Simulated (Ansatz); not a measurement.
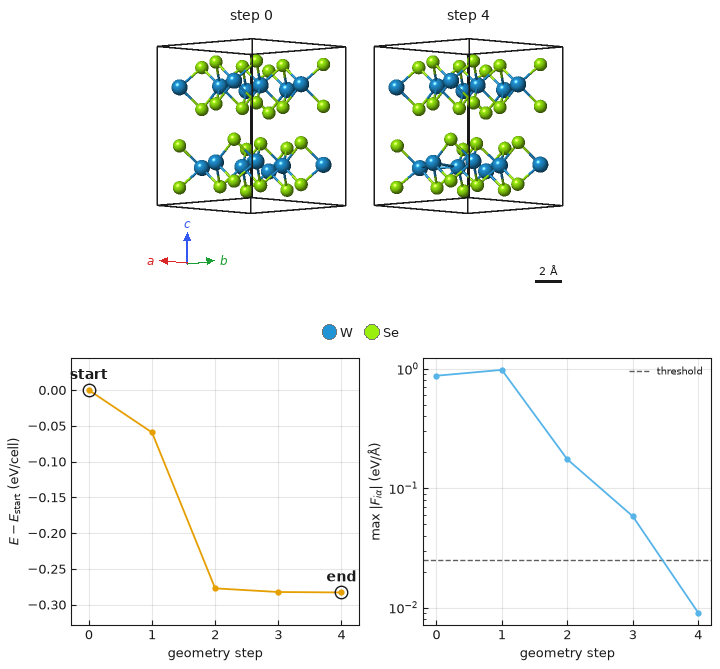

First and last geometry of a relaxation of a defect cell of composition W14Se27, with the history of the run. Style: ball-and-stick. Shown: the cell of the calculation, from a free direction.

Case: Se vacancy (site f), charge +0, atoms relaxed at the host's cell.

Method: Ansatz, DFT PBE+D3(BJ), scalar-relativistic, plane waves, PAW. (plane-wave cutoff 420 eV; k-point mesh 2 × 2 × 2; occupations gaussian; smearing width 0.01 eV; no spin polarisation; atoms relaxed in a fixed cell; force threshold 0.025 eV/Å; at most 45 steps)

Did the run converge, and what did it change?

It converged. The largest moves, 0.12 Å, are those of W atoms. Largest moves by element: W 0.12 Å, Se 0.11 Å. The lattice vectors keep their values. Near-neighbour distances that change, for instance: W–W 3.279 → 3.081 Å, Se–W 2.534 → 2.565 Å, Se–W 2.534 → 2.508 Å, Se–W 2.534 → 2.540 Å. Among the angles between lasting bonds that change: W–Se–W 80.6° → 75.8°, Se–W–Se 136.1° → 132.3°, W–Se–W 80.6° → 83.7°. Over 4 geometry steps the energy falls by 0.283 eV per cell of the calculation. Largest force component: 0.88 eV/Å at the start, 0.0091 eV/Å at the end. The run took 85 s on 4 threads of Intel(R) Xeon(R) 6975P-C (Granite Rapids) (shared host), peak memory 5.2 GiB.
